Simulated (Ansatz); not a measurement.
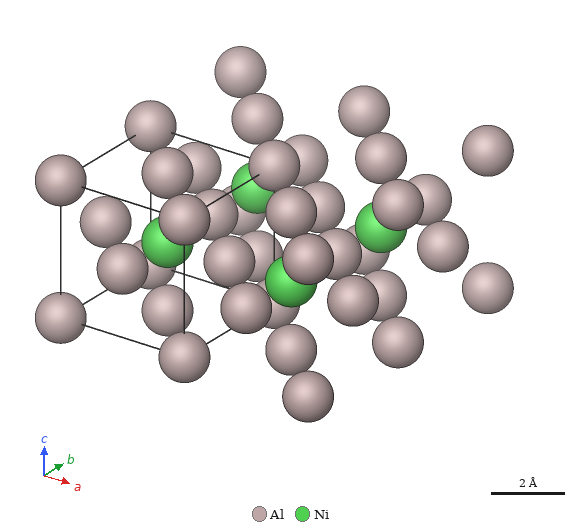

Solid Al₄Ni (a generated structure, set up in Pm-3m) (coarse preliminary run), before the relaxation. Style: spheres-only. Shown: the cell of the calculation, repeated 2 × 2 × 1 with one cell outlined, from a free direction.

The calculation used DFT PBE, scalar-relativistic, plane waves, PAW in Ansatz.

Input file:
```yaml
crystal:
  lattice:
    - [4.20020007, 0.0, 0.0]
    - [0.0, 4.20020007, 0.0]
    - [0.0, 0.0, 4.20020007]
  atoms:
    - { symbol: Al, position: [0.0, 0.0, 0.0] }
    - { symbol: Al, position: [0.5, 0.5, 0.0] }
    - { symbol: Al, position: [0.5, 0.0, 0.5] }
    - { symbol: Al, position: [0.0, 0.5, 0.5] }
    - { symbol: Ni, position: [0.5, 0.5, 0.5], spin: 2.0 }
basis:
  ecutwfc: 420
kpoints:
  mp_grid: { grid: [4, 4, 4] }
hamiltonian:
  xc: pbe
scf:
  occupations: { method: gaussian, width: 0.1 }
  lower_state_search: "off"
output:
  forces: true
  stress: true
  eigenvalues: true
  populations: true
magnetization:
  spin_polarized: true
relax:
  adjacent_minimum: "off"
  f_tol: 0.04
  max_steps: 70
  cell: { stress_tol: 0.4 }
```

Launched with:
```bash
ansatz run input.yaml --threads 1 --pin off --max-ram 2560MiB --backend cpu --events-out ev --progress --plain --runs-dir out
```

Q: What does the optimiser find from here?

A: The energy falls by 230 meV per atom in 4 accepted moves (6 points after the start). All forces vanish by symmetry, so only the cell relaxes. Pressure: 25.03 GPa at the start and 0.04 GPa at the end. The SCF was repeated twice at an unchanged geometry on a basis and grid sized afresh for the cell, which shifted the energy by 4.0 meV per atom at most. The atoms keep their places relative to the cell (all moves are under 0.005 Å). Cell: a = b = c 4.200 → 4.509 Å (+7.3 %). Volume +23.7 %. Some distances before and after: Al2–Ni5 2.100 → 2.254 Å. The space group stays Pm-3m (No. 221). The program noted that the starting moments weren't kept. Cost: 39 s on 1 thread of Arm Neoverse N1, with other jobs on the host, peak memory 0.34 GiB.

Final geometry:

```xyz
5
Lattice="4.5088 0.0000 0.0000 0.0000 4.5088 0.0000 0.0000 0.0000 4.5088" Properties=species:S:1:pos:R:3 pbc="T T T"
Al    4.5088    4.5088    4.5088
Al    2.2544    2.2544    4.5088
Al    2.2544    4.5088    2.2544
Al    4.5088    2.2544    2.2544
Ni    2.2544    2.2544    2.2544
```

After the run, drawn alike:

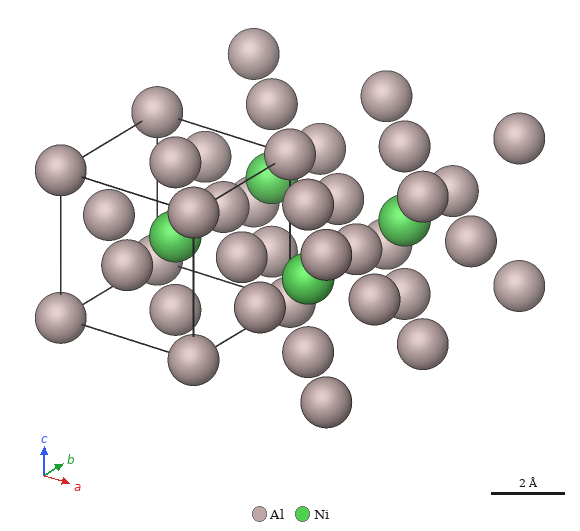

Limits of the set-up: the k-point mesh is coarse for a cell with partly filled bands.
